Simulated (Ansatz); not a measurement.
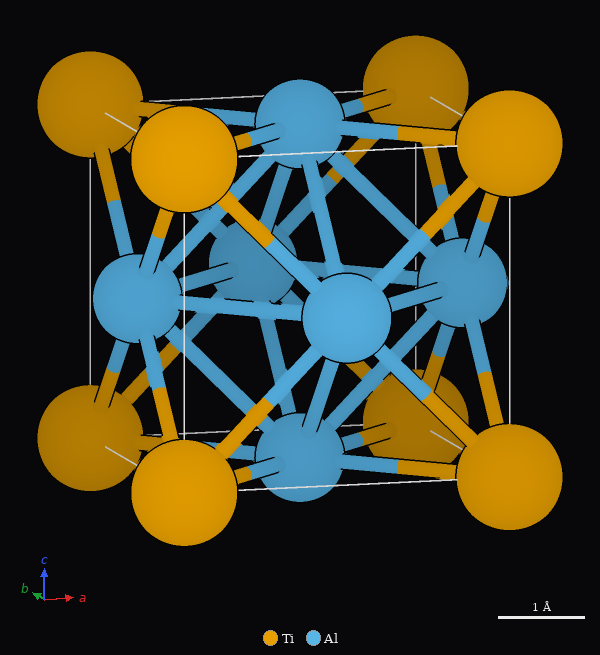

The starting point is a symmetric starting cell of TiAl₃. The picture is a ball-and-stick view of the cell of the calculation, seen slightly off an axis.

The calculation used DFT PBE, scalar-relativistic, plane waves, PAW in Ansatz 0.2.0. (plane-wave cutoff 420 eV; k-point mesh 10 × 10 × 10; occupations gaussian; smearing width 0.1 eV; no spin polarisation)

Change: All lengths are scaled by −1.4 % (volume −4.1 %), the atoms keeping their fractional coordinates. No relaxation follows. The starting cell wasn't computed here and needn't be at equilibrium, so pressure and forces aren't due to the change alone.

What is the effect?

Some distances before and after: Al–Ti 2.797 → 2.758 Å, Al–Al 2.797 → 2.758 Å. The space group stays Pm-3m (No. 221). The pressure is 7.2 GPa (not all of it need come from the change, since the unchanged cell can be under pressure at this level too). All forces vanish by symmetry.

Drawn alike, the variant:

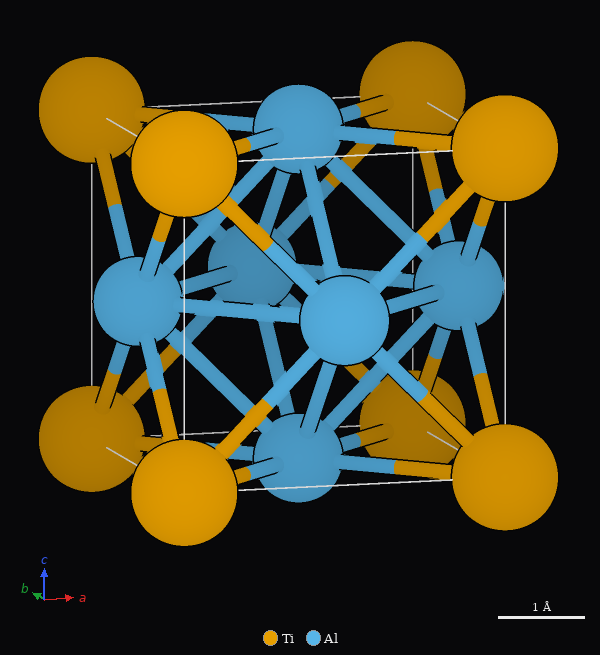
